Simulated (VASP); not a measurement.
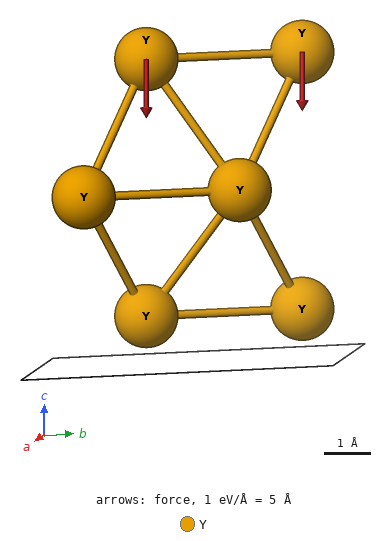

Starting geometry of a slab of composition Y with the computed forces as red arrows. The picture is a ball-and-stick view of the 1 × 2 repeat of the cell, outlined in the plane, without the vacuum, seen slightly off an axis.

The run lets the atoms move in a fixed cell. 1 atoms are held fixed.

Method: VASP, Kohn-Sham DFT of a periodic cell, PBE with D3, VASP PAW PBE potentials, recommended.

The input:
```
PREC = Accurate
ENCUT = 520
EDIFF = 1E-6
ISMEAR = 0
SIGMA = 0.05
LREAL = False
LASPH = True
NELM = 80
ALGO = Normal
ISIF = 2
LWAVE = False
LCHARG = False
LDIPOL = True
IDIPOL = 3
DIPOL = 0.5 0.5 0.500
GGA = PE
IVDW = 11
IBRION = 2
NSW = 60
EDIFFG = -0.01
```

Launched with:
```bash
cat potpaw_PBE.64/Y_sv/POTCAR > POTCAR
mpirun -np 1 vasp_std > vasp.out
```

Question: What follows when this structure is relaxed?

Answer: It isn't relaxed: the largest force vector, on a Y atom, is 0.27 eV/Å. The atoms end up moving mostly along the starting forces (cosine between the two patterns 0.90). After 9 geometry steps the energy has fallen by 41.8 meV per cell of the calculation. The largest force component goes from 0.27 to 0.0079 eV/Å. A Y atom moves most: 0.30 Å along the normal (−c). The cell doesn't change. Among the contacts that change: Y–Y 3.564 → 3.444 Å.
